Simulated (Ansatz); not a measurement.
WSi$_{2}$: single-point calculation

- system: WSi$_{2}$ (I4/mmm, 3 atoms in the cell)
- method: DFT, LDA, plane waves, PAW, no spin polarisation (Ansatz 0.2.0)

Figures and captions count atoms from 1; the log counts them from 0 in places.

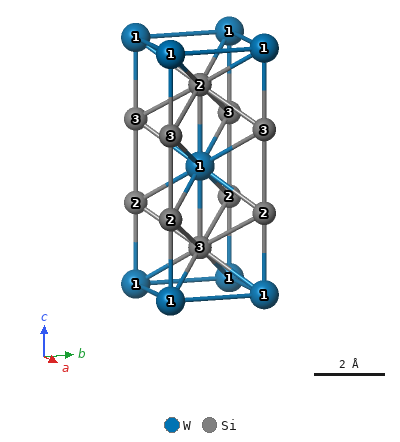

*The structure (ball-and-stick view of the cell 2 times as large as that of the calculation, set on its symmetry axes, seen slightly off an axis; atoms are numbered from 1 in the order of the input).*

Near neighbours in the crystal (not all of them lie inside the picture): W has 10 Si at 2.37 Å and 4 W at 2.87 Å; Si has 5 Si at 2.33 to 2.44 Å and 5 W at 2.37 Å.

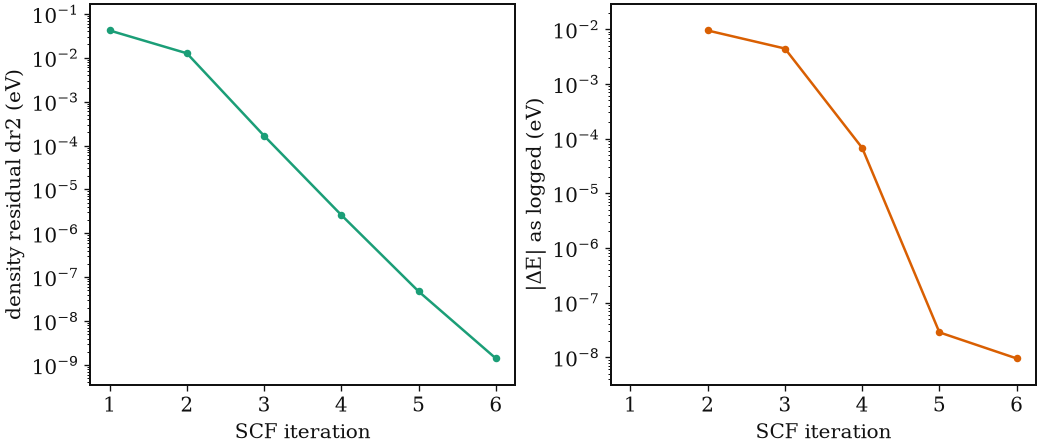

*Convergence of the self-consistent field: density residual dr2 and size of the energy change against the SCF iteration.*

The residual falls at every step.

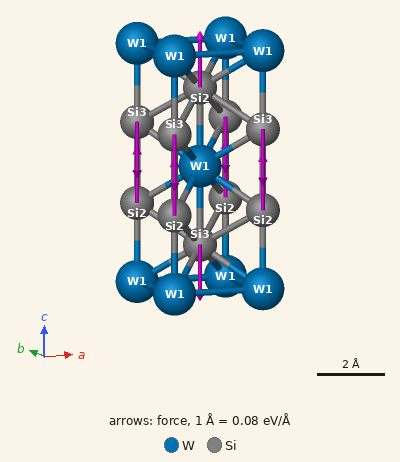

*Forces on the atoms as pink arrows (ball-and-stick view of the cell 2 times as large as that of the calculation, set on its symmetry axes, seen slightly off an axis; atoms are numbered from 1 in the order of the input).*

The largest act on Si2, Si3 (0.14 eV/Å). The geometry is not a stationary point of this energy.

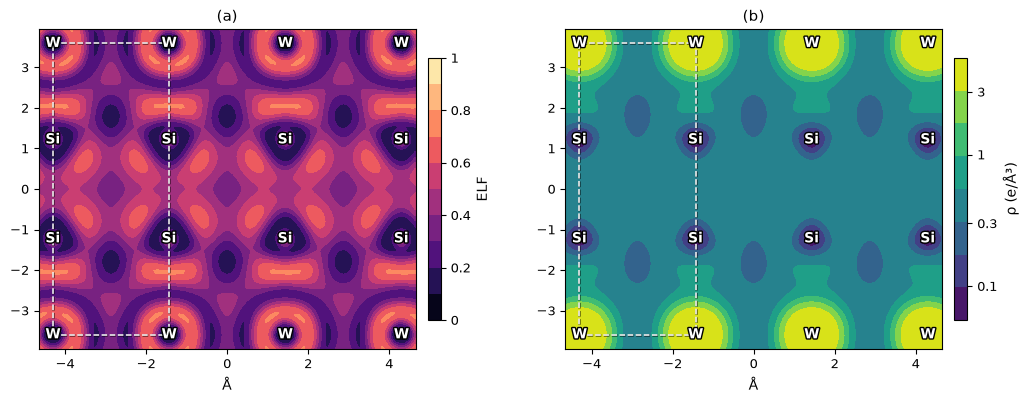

*(a) ELF; (b) valence pseudo-density on the (100) plane of the conventional cell.*

Atoms in the plane: W and Si. Si–W (2.37 Å): ρ at the midpoint is about 0.6 e/Å³; the ELF is about 0.35 at the midpoint. W–W (2.87 Å): ρ at the midpoint is about 0.39 e/Å³; the ELF is about 0.35 at the midpoint (no localised pair between them). Si–Si (2.44 Å): ρ is about 0.44 e/Å³ halfway, a local maximum along the line; the ELF is about 0.45 at the midpoint. Away from the nuclei the density in this plane falls to 0.26 e/Å³ at its lowest. The strong features right at W lie inside the PAW spheres (semicore, d or f shells) and say nothing about bonding. The fields are those of the smooth PAW valence density.

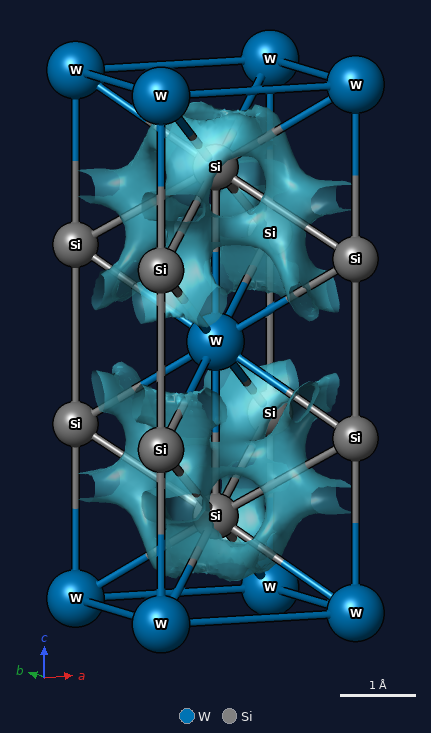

*Isosurface of the ELF at 0.6 (cyan), seen slightly off an axis. Only the valence region is drawn (cores and ρ < 0.01 e/Å³ removed). Sticks mark near contacts. The outline is the cell set on symmetry axes.*

Profiles from the grid: Si–Si (2.33 Å): the ELF peaks at about 0.70 between the atoms. Si–W (2.37 Å): the ELF is about 0.40 at the midpoint.

These pictures come from the run below.

The input
```yaml
crystal:
  lattice:
    - [-1.4330314257, 1.4330314257, 3.595366748]
    - [1.4330314257, -1.4330314257, 3.595366748]
    - [1.4330314257, 1.4330314257, -3.595366748]
  atoms:
    - { symbol: W, position: [0.0, 0.0, 0.0] }
    - { symbol: Si, position: [0.3302176175, 0.3302176175, 0.0] }
    - { symbol: Si, position: [-0.3302176175, -0.3302176175, 0.0] }
  symmetry: { detect: false }
kpoints:
  mp_grid: { grid: [14, 14, 14] }
scf:
  occupations: { method: fermi_dirac, width: 0.1 }
hamiltonian:
  xc: lda
  pseudopotentials: { kind: paw }
output:
  forces: true
  stress: true
  eigenvalues: true
  populations: true
  write_density: true
  write_potential: true
  elf: true
  volumetric_format: npy
```

Run as:
```bash
ansatz run input.yaml --threads 1 --pin off --max-ram 3072MiB --backend cpu --events-out ev --progress --plain --runs-dir out
```

The program's output
```
Engine: ansatz 0.2.0, x86_64-unknown-linux-gnu
Pseudopotentials: kind: paw
Pseudopotential: W, paw, valence charge 14, recommended cutoff 420 eV (normal), W.paw.azcp
Pseudopotential: Si, paw, valence charge 4, recommended cutoff 420 eV (normal), Si.paw.azcp
Functional definition: SPW92
  exchange = slater_x
  correlation = pw_c
Crystal: 3 atoms, lattice volume = 29.533 Å³
Basis set: ecut = 420 eV, 577 PW (Γ)
Bands: 15, of which v1, the nominal top of the filled ones, is band 11 counted from 1 (10 counted from 0)
Symmetry: 1 space group operations
k-points: 1376 of 2744 (time reversal used)
Non-local potential: W, projectors of the file, l = 0: 3, l = 1: 2, l = 2: 2, l = 3: 1
Non-local potential: Si, projectors of the file, l = 0: 2, l = 1: 2, l = 2: 2
PAW form: soft (Blöchl's): semilocal exchange-correlation on the pseudo side does not see the compensation charge
PAW frozen core: W, regenerated for the run's functional, and the local potential with it (the file was generated under x = pbe(κ = 0.804, μ = 0.2195149727645171), c = pbe(β = 0.06672455060314922))
PAW frozen core: Si, regenerated for the run's functional, and the local potential with it (the file was generated under x = pbe(κ = 0.804, μ = 0.2195149727645171), c = pbe(β = 0.06672455060314922))
PAW one-centre angular grid: W, 590 points (default); XC on 64 Gauss nodes
PAW one-centre angular grid: Si, 110 points (default); XC on 64 Gauss nodes
Initial density: superposition of atomic densities (neutral atoms: chi_scale 0, normalization atom), corrected by the library's trained network
Initial wavefunctions: pseudopotential atomic-orbital guess
Functional: x = slater, c = lda
SCF iter   1: F=—  HF=-11345.430310 eV  |F-HF|=—  |Δ(HF+E_count)|=         —  Δρ=1.03e-2  dr2=4.17e-2  ethr=1.77e-3  ⟨swp⟩=5.2  Hψ=121628  notcnv=0
preconditioner: auto → Kerker (q_TF=auto, 2.598 Å⁻¹)  [metal: Δε(μ)=0.081 eV  Ē_g=10.381 eV  σ=0.100 eV  W_gap=0.20  n_scr=10 (ndim 8)  ℏωp=25.6 eV  f_vac=0.000  D(μ)=0.20/eV (n_scr^D=0)]
SCF iter   2: F=—  HF=-11345.420844 eV  |F-HF|=—  |Δ(HF+E_count)|=   9.47e-3  Δρ=5.79e-3  dr2=1.26e-2  ethr=1.90e-4  ⟨swp⟩=1.0  Hψ=31652  notcnv=0
SCF iter   3: F=—  HF=-11345.416412 eV  |F-HF|=—  |Δ(HF+E_count)|=   4.43e-3  Δρ=7.37e-4  dr2=1.66e-4  ethr=5.71e-5  ⟨swp⟩=2.3  Hψ=29300  notcnv=0
SCF iter   4: F=—  HF=-11345.416345 eV  |F-HF|=—  |Δ(HF+E_count)|=   6.75e-5  Δρ=1.14e-4  dr2=2.60e-6  ethr=7.53e-7  ⟨swp⟩=2.1  Hψ=30637  notcnv=0
SCF iter   5: F=—  HF=-11345.416345 eV  |F-HF|=—  |Δ(HF+E_count)|=   2.85e-8  Δρ=1.46e-5  dr2=4.74e-8  ethr=1.18e-8  ⟨swp⟩=2.2  Hψ=30536  notcnv=0
SCF iter   6: F=-11345.416345 eV  HF=-11345.416345 eV  |F-HF|=1.11e-9  |Δ(HF+E_count)|=   9.51e-9  Δρ=2.09e-6  dr2=1.41e-9  ethr=2.16e-10  ⟨swp⟩=6.3  Hψ=128112  notcnv=0
SCF 1 converged in 6 iterations: F = -11345.416345 eV  dr2 = 1.41e-9
  greatest PAW one-centre occupation: 1.000 electrons in one spin orbital (limit 2), on the W atom at site 0 (counted from 0), in its partial waves of l = 0
SCF converged after 6 iterations
Free energy (F): -11345.416345 eV
Harris-Foulkes:  -11345.416345 eV  (|F-HF|=1.11e-9)
Internal energy: -11345.409345 eV  (E = F + TS)
E sigma→0 (E₀):  -11345.412845 eV
Entropy (-TS):   -0.007000 eV (-2.333 meV/atom)
Fermi energy:    23.331437 eV
--- Per-component energies (eV) ---
  E_band       = 49.705835
  E_kinetic    = 581.242849
  E_local      = -741.128547  (includes V_loc(G=0)·N_el)
  E_nonlocal   = 66.624146
  E_hartree    = 320.369430
  E_xc         = -393.728262
  E_vxc        = -357.463377  (∫ρ·V_xc dr)
  E_paw        = -9286.014113  (= ΣΔE_a)
  E_vpaw       = -140.309058  (= ΣTr[D̂ρ^β])
  E_aug_tail   = -0.000070  (compensation charges beyond the density's cutoff)
  E_ewald      = -1893.226592
  E_core_change = 0.451814  (= ΣΔE_core)
  E_smearing   = -0.007000  (= −TS)
  E_closure    = 0.000000  (closes the sum)
  Σ components = -11345.416345   (vs F -11345.416345, Δ=0.00e0)
--- Forces (eV/Å), atoms counted from 1 ---
  atom   1  W     -0.00000002     0.00000001    -0.00000002
  atom   2  Si     0.00000005     0.00000002     0.13712040
  atom   3  Si    -0.00000003    -0.00000003    -0.13712038
  max |Σ_I F_I| component: 7.71e-9 eV/Å
--- Stress (GPa, compression-positive) ---
      126.916405       0.000002       0.000001
        0.000002     126.916406       0.000001
        0.000001       0.000001     125.515358
  P = ⅓ Tr σ = 126.4494 GPa (1264.494 kbar)
--- Band table (eV; the first three rows and the last of 1376) ---
  k-point 0: bands = ["-49.9132", "-14.6863", "-14.2723", "-14.2723", "6.4149", "14.2313", "18.1454", "19.5445", "19.5445", "19.6637", "24.4944", "24.8028", "28.0445", "28.0445", "28.4597"]
  k-point 1: bands = ["-49.9092", "-14.6779", "-14.3124", "-14.3052", "6.6408", "14.4610", "18.2877", "18.5062", "18.8394", "20.6856", "23.4216", "25.7273", "28.1844", "28.2004", "28.3612"]
  k-point 2: bands = ["-49.8979", "-14.6549", "-14.4197", "-14.3966", "7.2932", "15.0863", "17.5036", "17.6122", "18.7037", "21.3634", "21.4049", "27.4721", "28.1147", "28.5922", "28.7390"]
  k-point 1375: bands = ["-49.9120", "-14.7697", "-14.2765", "-14.2765", "9.3446", "10.3958", "17.3817", "19.3532", "22.4757", "22.4757", "22.7463", "22.7463", "24.8046", "28.5724", "29.1827"]
--- Löwdin populations: 3 sites ---
  site symbol       q [e]
     0      W     14.2666
     1     Si      3.7364
     2     Si      3.7364
  spilling = 0.011850 (of n_electrons = 22.000000)
```

File populations.tsv
```
# site	symbol	l	j	q
# orbitals = lowdin
# n_electrons = 22.000000
# spilling = 0.011850
0	W	0_5S	-	1.895203
0	W	0_6S	-	0.488273
0	W	1_5P	-	5.975225
0	W	2_5D	-	5.907859
1	Si	0_3S	-	1.000759
1	Si	1_3P	-	2.735607
2	Si	0_3S	-	1.000759
2	Si	1_3P	-	2.735607
```

File rho_z.tsv
```
# z_ang	rho[e/angstrom^3]
# format = ansatz-planar-average/11
# lattice	-1.433031426	1.433031426	3.595366748
# lattice	1.433031426	-1.433031426	3.595366748
# lattice	1.433031426	1.433031426	-3.595366748
# sites	3
# site	74	0.000000000	0.000000000	0.000000000
# site	14	0.000000000	0.000000000	2.374506883
# site	14	0.000000000	0.000000000	-2.374506883
0.000000	1.019823e0
0.137573	1.015999e0
0.275147	1.003854e0
0.412720	9.817482e-1
0.550294	9.480625e-1
0.687867	9.023263e-1
0.825441	8.459537e-1
0.963014	7.822564e-1
1.100588	7.157797e-1
1.238161	6.513284e-1
1.375735	5.930988e-1
1.513308	5.441373e-1
1.650882	5.061445e-1
1.788455	4.795834e-1
1.926029	4.640751e-1
2.063602	4.590008e-1
2.201176	4.640751e-1
2.338749	4.795834e-1
2.476323	5.061445e-1
2.613896	5.441373e-1
2.751470	5.930988e-1
2.889043	6.513284e-1
3.026617	7.157797e-1
3.164190	7.822564e-1
3.301764	8.459537e-1
3.439337	9.023263e-1
3.576911	9.480625e-1
3.714484	9.817482e-1
3.852058	1.003854e0
3.989631	1.015999e0
```

Results in brief

```tsv
quantity	value
outcome	converged
space group (tolerance 0.01 Å)	I4/mmm (139)
electrons treated	22
free energy	−11345.4163 eV
Fermi energy	23.331 eV
pressure	126.45 GPa
largest force (length of the vector)	0.137 eV/Å
hardware	1 thread of AMD EPYC (Zen 3), 32 GiB of memory available, shared host
wall time	67 s
peak memory	0.98 GiB
```

Remarks

Settings chosen away from the usual ones: crystal.symmetry = {"detect": false}, hamiltonian.xc = "lda". Spin–orbit coupling is left out, which matters for W. The cell is under a pressure of 126 GPa at this level, so it is not at its equilibrium volume.
